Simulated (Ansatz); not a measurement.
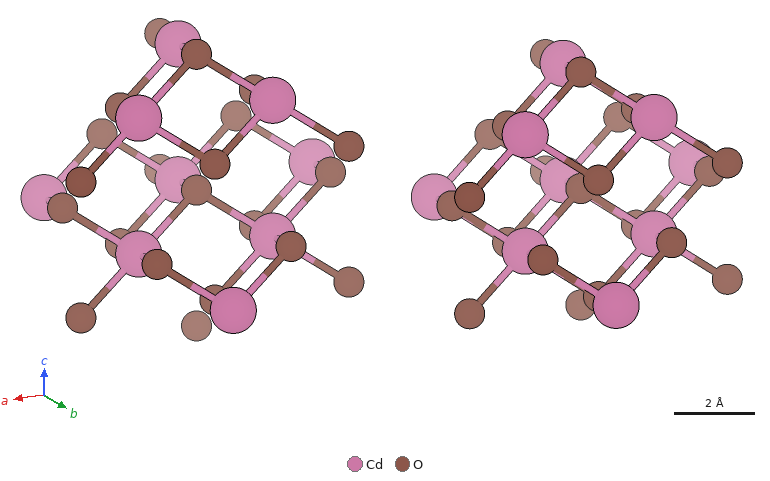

Two geometries of crystalline CdO2 (set up in P-3m1), drawn at one scale. One is the start of a relaxation, the other its converged end. Style: ball-and-stick. Shown: the atoms within 5.0 Å of the atom that moves most (axes of the cell of the calculation), from a free direction.

Method: Ansatz 0.2.0, Kohn-Sham DFT of a periodic cell, PBEsol with D4, Ansatz PAW. (plane-wave cutoff 420 eV; k-point mesh 9 × 9 × 7; occupations fermi-dirac; smearing width 0.05 eV; no spin polarisation; cell and atoms relaxed; force threshold 0.01 eV/Å; at most 40 steps)

> Which of the two is the end point?

The right one is the relaxed one. The run lets cell and atoms move. The largest moves relative to the cell, 0.14 Å, are those of O atoms. Cd stays in place. The volume changes by −20.8 %, with a = b 3.476 → 3.342 Å (−3.9 %), c 4.148 → 3.555 Å (−14.3 %). Some distances before and after: Cd–O 2.248 → 2.178 Å. The space group stays P-3m1 (No. 164). The energy falls by 0.394 eV per cell of the calculation in 7 accepted moves (9 points after the start). The largest force component goes from 0.32 to 0.00031 eV/Å. The pressure goes from −11.82 to −0.02 GPa. At 2 points the geometry stayed and the basis and grid were re-selected for the new cell (energy shift of 12.1 meV per cell of the calculation at most each time).
